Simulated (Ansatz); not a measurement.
# Electron scattering at the twin(10-12) boundary in hcp Co with W (substitutional)

Wanted: what the twin(10-12) boundary in hcp Co with W (substitutional) costs an interconnect.

Method: Ansatz plane-wave DFT, PBE, PAW files, collinear spin; relaxation of a bicrystal slab with its lowest layers held; PAW set soft_1, in the first sound run; inputs show where later runs differ, in Ansatz 0.2.0.

### Step 1. Set-up

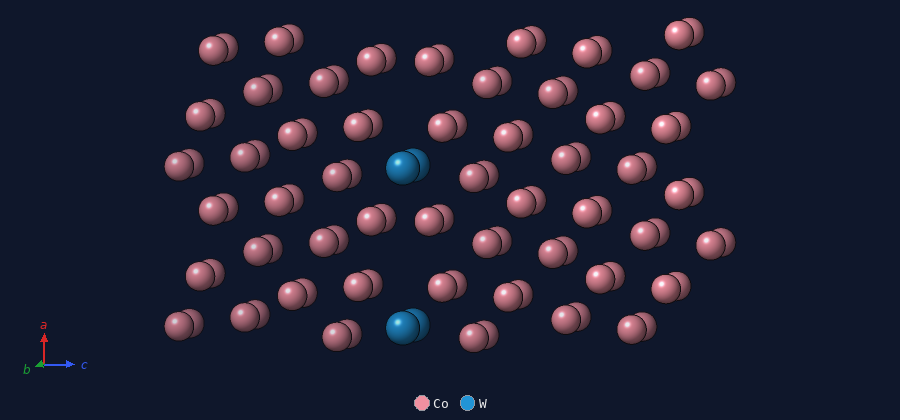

Start, viewed from the side, with the c axis across the page; cobalt pink, tungsten blue. 2×2×1 cells are drawn.

The cell holds 27 atoms: 26 Co and 1 W. Its edges and angles: a = 5.963 Å, b = 2.505 Å, c = 31.041 Å, α = 90.0°, β = 90.0°, γ = 90.0°. It derives from Co. built on the (1 0 2) plane; 1 overlapping atoms removed and the grains opened by 0.2 Å. Vacuum lies along c.

### Step 2. Relaxing the bicrystal

The boundary is built by mirroring the lower grain in the boundary plane and removing any atoms that overlap; then the W is put in at the boundary. A thin bicrystal slab is relaxed first, with the lowest layers held and the upper grain free to shift and open.

Contents of input.yaml:

```yaml
crystal:
  lattice:
    - [5.9626723849, 0.0, 0.0]
    - [0.0, 2.5054, 0.0]
    - [0.0, 0.0, 31.0405846678]
  atoms:
    - { symbol: Co, position: [0.0741388065, 0.4166666667, 0.1610794401], spin: 2.0 }
    - { symbol: Co, position: [0.3975869657, 0.9166666666, 0.1930385428], spin: 2.0 }
    - { symbol: Co, position: [0.8093110452, 0.9166666667, 0.2090180942], spin: 2.0 }
    - { symbol: Co, position: [0.1327592044, 0.4166666666, 0.2409771969], spin: 2.0 }
    - { symbol: Co, position: [0.5444832839, 0.4166666667, 0.2569567483], spin: 2.0 }
    - { symbol: Co, position: [0.8679314431, 0.9166666666, 0.288915851], spin: 2.0 }
    - { symbol: Co, position: [0.2796555226, 0.9166666667, 0.3048954023], spin: 2.0 }
    - { symbol: Co, position: [0.6031036818, 0.4166666666, 0.336854505], spin: 2.0 }
    - { symbol: Co, position: [0.0148277613, 0.4166666667, 0.3528340564], spin: 2.0 }
    - { symbol: Co, position: [0.3382759205, 0.9166666666, 0.3847931591], spin: 2.0 }
    - { symbol: Co, position: [0.75, 0.9166666667, 0.4007727104], spin: 2.0 }
    - { symbol: W, position: [0.0734481591, 0.4166666666, 0.4327318131] }
    - { symbol: Co, position: [0.75, 0.9166666667, 0.4711340934], spin: 2.0 }
    - { symbol: Co, position: [0.3382759205, 0.9166666666, 0.4871136448], spin: 2.0 }
    - { symbol: Co, position: [0.0148277613, 0.4166666667, 0.5190727475], spin: 2.0 }
    - { symbol: Co, position: [0.6031036818, 0.4166666666, 0.5350522988], spin: 2.0 }
    - { symbol: Co, position: [0.2796555226, 0.9166666667, 0.5670114015], spin: 2.0 }
    - { symbol: Co, position: [0.8679314431, 0.9166666666, 0.5829909529], spin: 2.0 }
    - { symbol: Co, position: [0.5444832839, 0.4166666667, 0.6149500556], spin: 2.0 }
    - { symbol: Co, position: [0.1327592044, 0.4166666666, 0.630929607], spin: 2.0 }
    - { symbol: Co, position: [0.8093110452, 0.9166666667, 0.6628887097], spin: 2.0 }
    - { symbol: Co, position: [0.3975869657, 0.9166666666, 0.678868261], spin: 2.0 }
    - { symbol: Co, position: [0.0741388065, 0.4166666667, 0.7108273637], spin: 2.0 }
    - { symbol: Co, position: [0.662414727, 0.4166666666, 0.7268069151], spin: 2.0 }
    - { symbol: Co, position: [0.3389665678, 0.9166666667, 0.7587660178], spin: 2.0 }
    - { symbol: Co, position: [0.9272424883, 0.9166666666, 0.7747455691], spin: 2.0 }
    - { symbol: Co, position: [0.6037943291, 0.4166666667, 0.8067046718], spin: 2.0 }
magnetization:
  spin_polarized: true
kpoints:
  mp_grid: { grid: [4, 9, 1] }
hamiltonian:
  xc: pbe
  pseudopotentials: { kind: paw, azcp: { folder: soft_1 } }
scf:
  occupations: { method: fermi_dirac, width: 0.1 }
relax:
  f_tol: 0.03
  max_steps: 80
  constraints: [{ sites: [0, 1, 2, 3, 4, 5] }]
```

On the command line:

```console
ansatz run input.yaml --threads 8 --pin off --max-ram 15360MiB --backend cpu --events-out ev --progress --plain --runs-dir out
```

Numbers of over 12 decimals in the logs are rounded to 6 here.

Log:

```text
Engine: ansatz 0.2.0, aarch64-unknown-linux-gnu
Pseudopotentials: kind: paw
Pseudopotential: Co, paw, valence charge 17, recommended cutoff 420 eV (normal), soft_1/Co.paw.azcp
Pseudopotential: W, paw, valence charge 14, recommended cutoff 420 eV (normal), soft_1/W.paw.azcp
Functional definition: PBE
  parameter kappa = 0.804
  parameter beta = 0.066725
  exchange = pbe_x(kappa = kappa, mu = beta*pi^2/3)
  correlation = pbe_c(beta = beta)
Crystal: 27 atoms, lattice volume = 463.712 Å³
Basis set: ecut = 420 eV, 8989 PW (Γ), exchange–correlation on 80×36×432 points (8 copies of the dense FFT grid, shifted against one another)
Bands: 305, of which v1, the nominal top of the filled ones, is band 228 counted from 1 (227 counted from 0)
Symmetry: 2 space group operations
Space group: Pm (ITA 6), of the structure as read, at distance tolerance 7.7e-5 Å
Magnetic group: BNS 6.18 (UNI 25), of the structure as read, at distance tolerance 7.7e-5 Å
k-points: 15 of 36 (time reversal used)
Non-local potential: Co, projectors of the file, l = 0: 3, l = 1: 2, l = 2: 3, l = 3: 1
Non-local potential: W, projectors of the file, l = 0: 3, l = 1: 2, l = 2: 2, l = 3: 1
PAW form: soft (Blöchl's): semilocal exchange-correlation on the pseudo side does not see the compensation charge
PAW one-centre angular grid: Co, 590 points (default); XC on 64 Gauss nodes
PAW one-centre angular grid: W, 590 points (default); XC on 64 Gauss nodes
Initial density: superposition of atomic densities (neutral atoms: chi_scale 0, normalization atom)
Starting moments: Σ|m| = 52 μB on 26 of 27 sites
Initial wavefunctions: pseudopotential atomic-orbital guess
Functional: x = pbe(κ = 0.804, μ = 0.219515), c = pbe(β = 0.066725)
SCF iter   1: F=—  HF=-143649.795715 eV  |F-HF|=—  |Δ(HF+E_count)|=         —  Δρ=5.02e-2 (↑2.33e-2 ↓5.02e-2)  dr2=7.20e1  dr2_m=1.86e0  M=47.743 μB ∫|m|=49.821 μB  β_m=0.30  ethr=3.10e-3  ⟨swp⟩=6.7  Hψ=36118  notcnv=0  defer=766
Mixer restart at iter 1: flushing history
preconditioner: auto → LDOS  [metal: Δε(μ)=0.003 eV  Ē_g=7.718 eV  σ=0.100 eV  W_gap=0.01  n_scr=136 (ndim 8)  ℏωp=26.7 eV  f_vac=0.301  D(μ)=29.60/eV (n_scr^D=340)]
spin=Collinear: LDOS preconditioning applied to the charge; magnetization (m = ρ↑ − ρ↓) channel mixes plain (no charge-response kernel on spin).
SCF iter   2: F=—  HF=-143642.615164 eV  |F-HF|=—  |Δ(HF+E_count)|=    7.18e0  Δρ=2.73e-2 (↑2.73e-2 ↓1.57e-2)  dr2=1.78e1  dr2_m=1.10e0  M=47.118 μB ∫|m|=49.773 μB  β_m=0.31  ethr=3.10e-3  ⟨swp⟩=2.7  Hψ=15150  notcnv=0  defer=1093
SCF iter   3: F=—  HF=-143649.941800 eV  |F-HF|=—  |Δ(HF+E_count)|=    7.33e0  Δρ=1.38e-2 (↑1.38e-2 ↓1.05e-2)  dr2=5.13e0  dr2_m=3.14e-1  M=46.096 μB ∫|m|=49.130 μB  β_m=0.43  ethr=3.10e-3  ⟨swp⟩=2.2  Hψ=10974  notcnv=0  defer=1094
SCF iter   4: F=—  HF=-143657.243450 eV  |F-HF|=—  |Δ(HF+E_count)|=    7.30e0  Δρ=8.37e-3 (↑5.25e-3 ↓8.37e-3)  dr2=2.58e-1  dr2_m=1.41e-1  M=44.169 μB ∫|m|=48.230 μB  β_m=0.72  ethr=1.13e-3  ⟨swp⟩=2.8  Hψ=13628  notcnv=0  defer=1098
SCF iter   5: F=—  HF=-143659.186714 eV  |F-HF|=—  |Δ(HF+E_count)|=         —  Δρ=1.89e-2 (↑6.41e-3 ↓1.89e-2)  dr2=9.86e-1  dr2_m=5.74e-1  M=41.596 μB ∫|m|=46.103 μB  β_m=0.72  ethr=5.65e-5  ⟨swp⟩=2.4  Hψ=17965  notcnv=0  defer=1099
SCF iter   6: F=—  HF=-143659.162666 eV  |F-HF|=—  |Δ(HF+E_count)|=   2.40e-2  Δρ=5.19e-3 (↑3.77e-3 ↓5.19e-3)  dr2=3.38e-1  dr2_m=5.69e-2  M=40.684 μB ∫|m|=45.556 μB  β_m=0.76  ethr=5.65e-5  ⟨swp⟩=2.1  Hψ=16640  notcnv=0  defer=1103
SCF iter   7: F=—  HF=-143659.219659 eV  |F-HF|=—  |Δ(HF+E_count)|=   5.70e-2  Δρ=4.92e-3 (↑4.92e-3 ↓4.19e-3)  dr2=2.46e-1  dr2_m=8.25e-3  M=40.732 μB ∫|m|=45.431 μB  β_m=0.71  ethr=5.65e-5  ⟨swp⟩=2.1  Hψ=18203  notcnv=0  defer=1132
SCF iter   8: F=—  HF=-143659.269523 eV  |F-HF|=—  |Δ(HF+E_count)|=   4.99e-2  Δρ=3.16e-3 (↑3.16e-3 ↓2.13e-3)  dr2=1.61e-1  dr2_m=3.96e-3  M=40.949 μB ∫|m|=45.508 μB  β_m=0.58  ethr=5.39e-5  ⟨swp⟩=2.0  Hψ=14397  notcnv=0  defer=1114
SCF iter   9: F=—  HF=-143659.247842 eV  |F-HF|=—  |Δ(HF+E_count)|=   2.17e-2  Δρ=1.13e-3 (↑1.13e-3 ↓1.01e-3)  dr2=1.40e-2  dr2_m=2.47e-3  M=41.000 μB ∫|m|=45.518 μB  β_m=0.63  ethr=3.53e-5  ⟨swp⟩=2.0  Hψ=14120  notcnv=0  defer=1112
SCF iter  10: F=—  HF=-143659.247485 eV  |F-HF|=—  |Δ(HF+E_count)|=   3.57e-4  Δρ=6.65e-4 (↑6.65e-4 ↓5.81e-4)  dr2=6.21e-3  dr2_m=2.34e-4  M=40.929 μB ∫|m|=45.452 μB  β_m=0.49  ethr=3.07e-6  ⟨swp⟩=3.5  Hψ=18990  notcnv=0  defer=1116
SCF iter  11: F=—  HF=-143659.245950 eV  |F-HF|=—  |Δ(HF+E_count)|=   1.53e-3  Δρ=2.60e-4 (↑2.60e-4 ↓1.82e-4)  dr2=5.82e-4  dr2_m=5.36e-5  M=40.919 μB ∫|m|=45.439 μB  β_m=0.46  ethr=1.36e-6  ⟨swp⟩=2.0  Hψ=13230  notcnv=0  defer=1110
SCF iter  12: F=—  HF=-143659.246113 eV  |F-HF|=—  |Δ(HF+E_count)|=   1.63e-4  Δρ=9.98e-5 (↑9.98e-5 ↓7.58e-5)  dr2=7.28e-5  dr2_m=2.44e-5  M=40.926 μB ∫|m|=45.435 μB  β_m=0.53  ethr=1.28e-7  ⟨swp⟩=2.2  Hψ=12982  notcnv=0  defer=1110
SCF iter  13: F=—  HF=-143659.246135 eV  |F-HF|=—  |Δ(HF+E_count)|=   2.12e-5  Δρ=4.80e-5 (↑4.80e-5 ↓4.64e-5)  dr2=2.31e-5  dr2_m=1.89e-6  M=40.927 μB ∫|m|=45.429 μB  β_m=0.52  ethr=1.60e-8  ⟨swp⟩=2.5  Hψ=15454  notcnv=0  defer=1110
SCF iter  14: F=—  HF=-143659.246133 eV  |F-HF|=—  |Δ(HF+E_count)|=   1.15e-6  Δρ=3.06e-5 (↑1.65e-5 ↓3.06e-5)  dr2=6.22e-5  dr2_m=6.06e-7  M=40.926 μB ∫|m|=45.429 μB  β_m=0.61  ethr=5.07e-9  ⟨swp⟩=2.0  Hψ=13526  notcnv=0  defer=1110
SCF iter  15: F=-143659.246127 eV  HF=-143659.246134 eV  |F-HF|=6.99e-6  |Δ(HF+E_count)|=   5.56e-7  Δρ=2.28e-5 (↑1.47e-5 ↓2.28e-5)  dr2=7.31e-6  dr2_m=1.78e-7  M=40.927 μB ∫|m|=45.429 μB  ethr=4.93e-9  ⟨swp⟩=2.9  Hψ=24864  notcnv=0
SCF 1 converged in 15 iterations: F = -143659.246127 eV  dr2 = 7.31e-6
  greatest PAW one-centre occupation: 1.002 electrons in one spin orbital (limit 2), on the Co atom at site 0 (counted from 0), in its partial waves of l = 1
relax step   1: F+E_penalty+E_count = -143659.24612695 eV  Δ(F+E_penalty+E_count) = +0.000e0 eV  max|allowed force component| = 1.587e0 eV/Å  Δτ_max = 0.0000 Å  (15 SCF iters, dr2 threshold 2.25e-5 eV, accepted)
Initial density: handed on by an earlier stage of this run
Starting moments: Σ|m| = 52 μB on 26 of 27 sites; this step starts from the density that it was given
Initial wavefunctions: those handed on with the density
iter 1 solved again at ethr=1.37e-4 eV; its pass at ethr=3.10e-3 eV (dr2=6.23e-1 eV) is discarded
SCF iter   1: F=—  HF=-143659.572410 eV  |F-HF|=—  |Δ(HF+E_count)|=         —  Δρ=5.69e-3 (↑5.69e-3 ↓5.34e-3)  dr2=5.68e-1  dr2_m=8.41e-2  M=40.851 μB ∫|m|=45.333 μB  β_m=0.30  ethr=1.37e-4  ⟨swp⟩=1.7  Hψ=33616  notcnv=0  defer=1122
[...]
spin=Collinear: LDOS preconditioning applied to the charge; magnetization (m = ρ↑ − ρ↓) channel mixes plain (no charge-response kernel on spin).
SCF iter   2: F=—  HF=-143659.689055 eV  |F-HF|=—  |Δ(HF+E_count)|=   7.17e-4  Δρ=2.70e-4 (↑2.37e-4 ↓2.70e-4)  dr2=3.86e-4  dr2_m=1.93e-4  M=40.915 μB ∫|m|=45.380 μB  β_m=0.51  ethr=7.34e-7  ⟨swp⟩=2.1  Hψ=14152  notcnv=0  defer=1128
SCF iter   3: F=—  HF=-143659.689144 eV  |F-HF|=—  |Δ(HF+E_count)|=   8.83e-5  Δρ=2.06e-4 (↑2.06e-4 ↓1.48e-4)  dr2=7.48e-5  dr2_m=1.08e-4  M=40.914 μB ∫|m|=45.379 μB  β_m=0.56  ethr=8.46e-8  ⟨swp⟩=2.5  Hψ=15468  notcnv=0  defer=1128
SCF iter   4: F=—  HF=-143659.689183 eV  |F-HF|=—  |Δ(HF+E_count)|=   3.95e-5  Δρ=7.72e-5 (↑5.97e-5 ↓7.72e-5)  dr2=3.88e-5  dr2_m=1.48e-5  M=40.912 μB ∫|m|=45.377 μB  β_m=0.62  ethr=1.64e-8  ⟨swp⟩=2.9  Hψ=17341  notcnv=0  defer=1128
SCF iter   5: F=—  HF=-143659.689186 eV  |F-HF|=—  |Δ(HF+E_count)|=   3.09e-6  Δρ=5.80e-5 (↑5.80e-5 ↓3.64e-5)  dr2=2.88e-5  dr2_m=5.95e-6  M=40.912 μB ∫|m|=45.377 μB  β_m=0.61  ethr=8.52e-9  ⟨swp⟩=2.3  Hψ=16167  notcnv=0  defer=1128
SCF iter   6: F=—  HF=-143659.689183 eV  |F-HF|=—  |Δ(HF+E_count)|=   3.63e-6  Δρ=3.02e-5 (↑3.02e-5 ↓1.44e-5)  dr2=4.60e-6  dr2_m=1.41e-6  M=40.912 μB ∫|m|=45.377 μB  β_m=0.60  ethr=6.31e-9  ⟨swp⟩=2.2  Hψ=13741  notcnv=0  defer=1128
SCF iter   7: F=—  HF=-143659.689182 eV  |F-HF|=—  |Δ(HF+E_count)|=   8.33e-7  Δρ=1.14e-5 (↑1.14e-5 ↓7.11e-6)  dr2=1.64e-6  dr2_m=2.15e-7  M=40.912 μB ∫|m|=45.377 μB  β_m=0.56  ethr=1.01e-9  ⟨swp⟩=2.9  Hψ=16905  notcnv=0  defer=1128
SCF iter   8: F=—  HF=-143659.689182 eV  |F-HF|=—  |Δ(HF+E_count)|=   1.65e-7  Δρ=4.66e-6 (↑4.66e-6 ↓3.20e-6)  dr2=9.20e-8  dr2_m=4.68e-8  M=40.912 μB ∫|m|=45.377 μB  β_m=0.55  ethr=3.60e-10  ⟨swp⟩=2.2  Hψ=13416  notcnv=0  defer=1128
SCF iter   9: F=—  HF=-143659.689182 eV  |F-HF|=—  |Δ(HF+E_count)|=   1.05e-8  Δρ=2.10e-6 (↑2.10e-6 ↓1.36e-6)  dr2=3.23e-8  dr2_m=9.25e-9  M=40.912 μB ∫|m|=45.377 μB  β_m=0.55  ethr=2.02e-11  ⟨swp⟩=3.2  Hψ=19879  notcnv=0  defer=1128
SCF iter  10: F=-143659.689182 eV  HF=-143659.689182 eV  |F-HF|=1.04e-8  |Δ(HF+E_count)|=   1.40e-9  Δρ=1.66e-6 (↑6.96e-7 ↓1.66e-6)  dr2=1.71e-8  dr2_m=3.21e-9  M=40.912 μB ∫|m|=45.377 μB  ethr=7.08e-12  ⟨swp⟩=1.7  Hψ=26208  notcnv=0
SCF 5 converged in 10 iterations: F = -143659.689182 eV  dr2 = 1.71e-8
relax step   5: F+E_penalty+E_count = -143659.68918163 eV  Δ(F+E_penalty+E_count) = -1.199e-3 eV  max|allowed force component| = 9.191e-3 eV/Å  Δτ_max = 0.0124 Å  (10 SCF iters, accepted)
SCF converged after 10 iterations
Magnetization: 40.9120 μB (248.4560 up, 207.5440 down)
Absolute magnetization: 45.4208 μB (∫|ρ↑−ρ↓|, with the PAW one-centre terms)
Spin contamination: 0.8833 ħ² per cell (⟨S²⟩ above its minimum at these occupations)
Per-site moments (μB) at R_I (Å): [(1.875688, 1.033141), (1.829361, 1.033141), (1.783829, 1.033141), (1.714615, 1.032134), (1.670499, 1.003765), (1.708989, 1.024109), (1.673589, 1.016871), (1.587545, 1.003765), (1.476976, 1.024997), (1.347311, 0.976437), (1.459708, 0.965898), (-0.164123, 1.0334775), (1.464927, 0.965898), (1.347970, 0.975527), (1.480909, 1.026921), (1.594205, 1.004190), (1.665248, 1.014365), (1.691694, 1.012757), (1.680551, 1.006391), (1.664727, 1.016798), (1.662579, 1.012757), (1.689255, 1.019141), (1.661427, 1.008399), (1.710850, 0.957176), (1.759240, 1.001615), (1.784190, 1.001615), (1.816289, 0.957176)]
Free energy (F): -143659.689182 eV
Harris-Foulkes:  -143659.689182 eV  (|F-HF|=1.04e-8)
Internal energy: -143658.705125 eV  (E = F + TS)
E sigma→0 (E₀):  -143659.197153 eV
Entropy (-TS):   -0.984057 eV (-36.447 meV/atom)
Fermi energy:    10.618673 eV
--- Per-component energies (eV) ---
  E_band       = -10143.744203
  E_kinetic    = 7997.507695
  E_local      = -805987.216970  (includes V_loc(G=0)·N_el)
  E_nonlocal   = 11281.518312
  E_hartree    = 397227.191535
  E_xc         = -2654.011793
  E_vxc        = -3301.692154  (∫ρ·V_xc dr)
  E_paw        = -49446.917136  (= ΣΔE_a)
  E_vpaw       = -14588.266277  (= ΣTr[D̂ρ^β])
  E_aug_tail   = -0.000151  (compensation charges beyond the density's cutoff)
  E_ewald      = 297923.223382
  E_smearing   = -0.984057  (= −TS)
  E_closure    = 0.000000  (closes the sum)
  Σ components = -143659.689182   (vs F -143659.689182, Δ=0.00e0)
--- Forces (eV/Å), atoms counted from 1 ---
  atom   1  Co     0.16157304     0.00000000     0.98654593
  atom   2  Co    -0.11593015     0.00000000     0.16044328
  atom   3  Co     0.08858980     0.00000000    -0.26997732
  atom   4  Co    -0.03420427     0.00000000    -0.37248076
  atom   5  Co    -0.04090532     0.00000000    -0.24488133
  atom   6  Co    -0.07084158     0.00000000    -0.25207820
  atom   7  Co     0.00012176     0.00000000    -0.00351652
  atom   8  Co     0.00007122     0.00000000    -0.00108676
  atom   9  Co    -0.00321722     0.00000000    -0.00200439
  atom  10  Co     0.00115449     0.00000000     0.00594293
  atom  11  Co     0.00241967     0.00000000     0.00053050
  atom  12  W      0.00683205     0.00000000    -0.00616924
  atom  13  Co    -0.00722577     0.00000000     0.00502627
  atom  14  Co     0.00417569     0.00000000    -0.00619852
  atom  15  Co    -0.00826377     0.00000000     0.00736952
  atom  16  Co     0.00919124     0.00000000    -0.00309139
  atom  17  Co    -0.00273746     0.00000000     0.00193701
  atom  18  Co    -0.00227211     0.00000000    -0.00220796
  atom  19  Co     0.00584609     0.00000000    -0.00310230
  atom  20  Co    -0.00015702     0.00000000     0.00204643
  atom  21  Co     0.00033398     0.00000000    -0.00108866
  atom  22  Co     0.00019513     0.00000000     0.00092963
  atom  23  Co     0.00297866     0.00000000    -0.00180314
  atom  24  Co     0.00055865     0.00000000    -0.00010944
  atom  25  Co     0.00006271     0.00000000    -0.00203199
  atom  26  Co    -0.00027661     0.00000000     0.00003179
  atom  27  Co     0.00198805     0.00000000     0.00101967
  max |Σ_I F_I| component: 6.10e-5 eV/Å
--- Relaxed structure (5 steps of the walk, 5 accepted, 0 SCFs on fresh bases) ---
  F+E_penalty+E_count = -143659.68918163 eV   max|allowed force component| = 9.191e-3 eV/Å
  atoms:
    - { symbol: Co, position: [0.0741388065, 0.416667, 0.161079] }
    - { symbol: Co, position: [0.3975869657, 0.916667, 0.1930385428] }
    - { symbol: Co, position: [0.8093110452, 0.916667, 0.209018] }
    - { symbol: Co, position: [0.1327592044, 0.416667, 0.240977] }
    - { symbol: Co, position: [0.5444832839, 0.416667, 0.2569567483] }
    - { symbol: Co, position: [0.867931, 0.916667, 0.288916] }
    - { symbol: Co, position: [0.277908, 0.916667, 0.304944] }
    - { symbol: Co, position: [0.598624, 0.416667, 0.334657] }
    - { symbol: Co, position: [0.010913, 0.416667, 0.352360] }
    - { symbol: Co, position: [0.338242, 0.916667, 0.383733] }
    - { symbol: Co, position: [0.729139, 0.916667, 0.397041] }
    - { symbol: W, position: [0.069364, 0.416667, 0.434687] }
    - { symbol: Co, position: [0.729630, 0.916667, 0.472477] }
    - { symbol: Co, position: [0.338757, 0.916667, 0.485399] }
    - { symbol: Co, position: [0.011139, 0.416667, 0.517186] }
    - { symbol: Co, position: [0.598471, 0.416667, 0.534825] }
    - { symbol: Co, position: [0.278035, 0.916667, 0.564124] }
    - { symbol: Co, position: [0.866542, 0.916667, 0.580685] }
    - { symbol: Co, position: [0.543588, 0.416667, 0.612713] }
    - { symbol: Co, position: [0.134099, 0.416667, 0.627614] }
    - { symbol: Co, position: [0.813648, 0.916667, 0.659125] }
    - { symbol: Co, position: [0.398923, 0.916667, 0.675924] }
    - { symbol: Co, position: [0.078722, 0.416667, 0.706309] }
    - { symbol: Co, position: [0.665278, 0.416667, 0.722062] }
    - { symbol: Co, position: [0.340781, 0.916667, 0.755567] }
    - { symbol: Co, position: [0.939063, 0.916667, 0.768389] }
    - { symbol: Co, position: [0.621307, 0.416667, 0.796337] }
```

Elapsed: 13 min, on 8 threads of Arm Neoverse V1, shared host; peak memory 6.6 GiB; 1.6 h of CPU time.

[end of part 1 of 2]

[Logs are printed without paths, hosts, clocks, repeated set-up lines and the standing remarks that a program may print on its own settings, such as how far it seeks lower states.]

[Hosts, paths, dates, database ids (printed as entryN), source tags and the programs' standing remarks are cut or masked in the printed files.]
